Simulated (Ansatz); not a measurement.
Cell and atoms:

```cif
data_structure
_symmetry_space_group_name_H-M 'P 1'
_symmetry_Int_Tables_number 1
_cell_length_a 2.7270
_cell_length_b 2.7270
_cell_length_c 2.7270
_cell_angle_alpha 90.000
_cell_angle_beta 90.000
_cell_angle_gamma 90.000
_cell_volume 20.28
loop_
_atom_site_label
_atom_site_type_symbol
_atom_site_fract_x
_atom_site_fract_y
_atom_site_fract_z
_atom_site_occupancy
Si1 Si 0.50000 0.50000 0.50000 1
Fe1 Fe 0.00000 0.00000 0.00000 1
```

Work out the structure from the coordinates.

Answer. The structure is one of FeSi. It belongs to space group Pm-3m (No. 221) and has a primitive cubic lattice. Type of structure: caesium chloride (CsCl, B2) type. One cell contains 1 Fe, 1 Si, 2 atoms in all. The neighbours of Si are eight Fe in a cubic arrangement at 2.36 Å. Each Fe atom is coordinated by eight Si in a cubic arrangement at 2.36 Å. Not all metal-metal contacts are counted. The bonds build a three-dimensional framework.

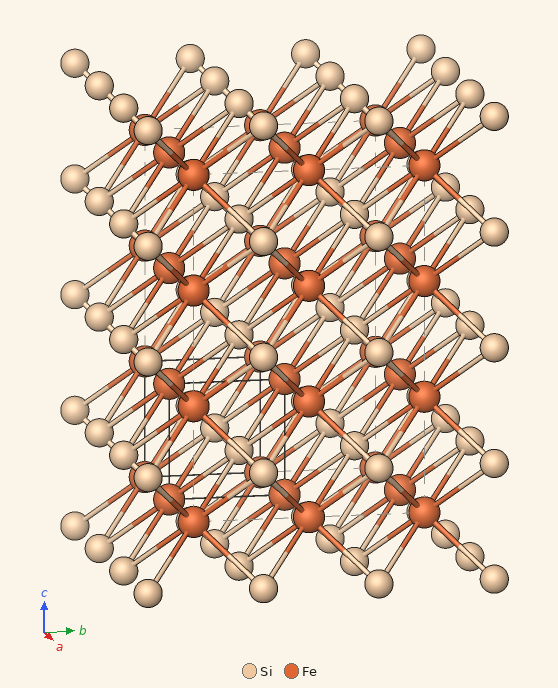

This ball-and-stick model is shown slightly off an axis. A 2×2×3 array of cells is drawn; the conventional unit cell has the solid edges. A few atoms beyond the faces are included.

The structure was taken from a structure listed in the Materials Project, with elements exchanged, so it need not be a known form of the compound. The final geometry of a relaxation with DFT r2SCAN, scalar-relativistic, plane waves, PAW in Ansatz is shown.
